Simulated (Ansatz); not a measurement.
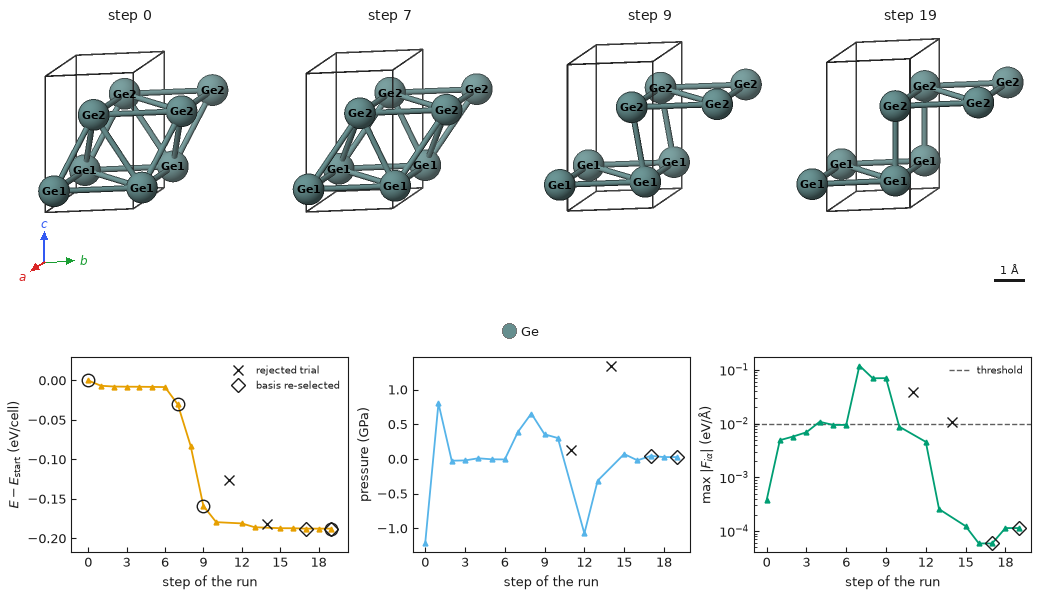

Frames of a relaxation of solid Ge (set up in Cmcm), marked on the history of the run. The picture is a ball-and-stick view of the cell of the calculation, reduced to other axes, repeated 2 × 2 × 1 with one cell outlined, seen slightly off an axis. Lengths and directions refer to the drawn axes.

The run lets cell and atoms move.

Method: Kohn-Sham DFT of a periodic cell, LDA, Ansatz PAW (Ansatz 0.2.0).

The input:
```yaml
crystal:
  lattice:
    - [1.488052925, -2.59468961, 0.0]
    - [1.488052925, 2.59468961, 0.0]
    - [0.0, 0.0, 4.72759579]
  atoms:
    - { symbol: Ge, position: [0.33344663, 0.66655337, 0.25] }
    - { symbol: Ge, position: [0.66655337, 0.33344663, 0.75] }
hamiltonian:
  xc: lda
  pseudopotentials: { kind: paw }
kpoints:
  mp_grid: { grid: [10, 10, 6] }
scf:
  occupations: { method: fermi_dirac, width: 0.05 }
output:
  forces: true
  stress: true
  eigenvalues: true
  write_density: true
  write_potential: true
  elf: true
  volumetric_format: npy
relax:
  f_tol: 0.01
  max_steps: 40
  cell: { stress_tol: 0.05 }
```

Command:
```bash
ansatz run input.yaml --threads 2 --pin off --max-ram 5632MiB --backend cpu --events-out ev --progress --plain --runs-dir out
```

What happens along the run?

Answer. The largest moves relative to the cell, 0.82 Å, are those of Ge1 and Ge2. Ge1 goes along [−1 −2 0]. The volume changes by −1.8 %, with a 2.976 → 2.828 Å (−5.0 %), b 2.991 → 2.828 Å (−5.5 %), c 4.728 → 5.175 Å (+9.5 %), γ 119.8° → 120.0°. Near-neighbour distances that change, for instance: Ge1–Ge2 2.924 → 3.833 Å, Ge1–Ge2 (another image) 2.928 → 2.587 Å, Ge1–Ge1 2.991 → 2.828 Å. Within 0.06 Å the space group is P6_3/mmc at the start and P6/mmm at the end; at a tighter tolerance small leftover displacements or strains of the cell lower it. Over 15 accepted moves (19 points after the start) the energy falls by 0.188 eV per cell of the calculation. Largest force component: 0.00038 eV/Å at the start, 0.00011 eV/Å at the end. Pressure: −1.22 GPa at the start and 0.03 GPa at the end. The line search rejected the trial steps at points 11, 14 of the run. At 2 points the geometry stayed and the basis and grid were re-selected for the new cell (energy shift of 0.5 meV per cell of the calculation at most each time). The run took 36 s on 2 threads of Intel(R) Xeon(R) 6975P-C (Granite Rapids), with other jobs on the host, peak memory 0.39 GiB. From step 0 to 7: Ge atoms move most (0.22 Å), volume −2.1 %, energy −30.4 meV per cell of the calculation. From step 7 to 9: Ge atoms move most (0.38 Å), volume +0.3 %, energy −0.129 eV per cell of the calculation. From step 9 to 19: Ge atoms move most (0.23 Å), energy −28.7 meV per cell of the calculation.

| step | E − E(0), meV/atom | largest force component, eV/Å | pressure, GPa | volume, Å³/atom | note |
| --- | --- | --- | --- | --- | --- |
| 0 | 0.00 | 0.0004 | -1.22 | 18.253 |  |
| 1 | -3.37 | 0.0049 | 0.80 | 17.755 |  |
| 2 | -3.85 | 0.0058 | -0.02 | 17.933 |  |
| 3 | -3.95 | 0.0069 | -0.02 | 17.929 |  |
| 4 | -3.99 | 0.0108 | 0.01 | 17.913 |  |
| 5 | -4.08 | 0.0095 | 0.00 | 17.917 |  |
| 6 | -4.19 | 0.0095 | -0.01 | 17.915 |  |
| 7 | -15.18 | 0.1201 | 0.39 | 17.873 |  |
| 8 | -41.30 | 0.0699 | 0.66 | 17.882 |  |
| 9 | -79.47 | 0.0703 | 0.36 | 17.924 |  |
| 10 | -89.72 | 0.0088 | 0.30 | 17.958 |  |
| 11 | -63.34 | 0.0393 | 0.13 | 18.056 | rejected |
| 12 | -90.52 | 0.0046 | -1.07 | 18.186 |  |
| 13 | -92.93 | 0.0003 | -0.31 | 17.983 |  |
| 14 | -90.67 | 0.0106 | 1.35 | 17.653 | rejected |
| 15 | -93.55 | 0.0001 | 0.07 | 17.897 |  |
| 16 | -93.58 | 0.0001 | -0.02 | 17.915 |  |
| 17 | -93.81 | 0.0001 | 0.05 | 17.915 | same geometry, new basis |
| 18 | -93.82 | 0.0001 | 0.03 | 17.919 |  |
| 19 | -93.82 | 0.0001 | 0.03 | 17.919 | same geometry, new basis |
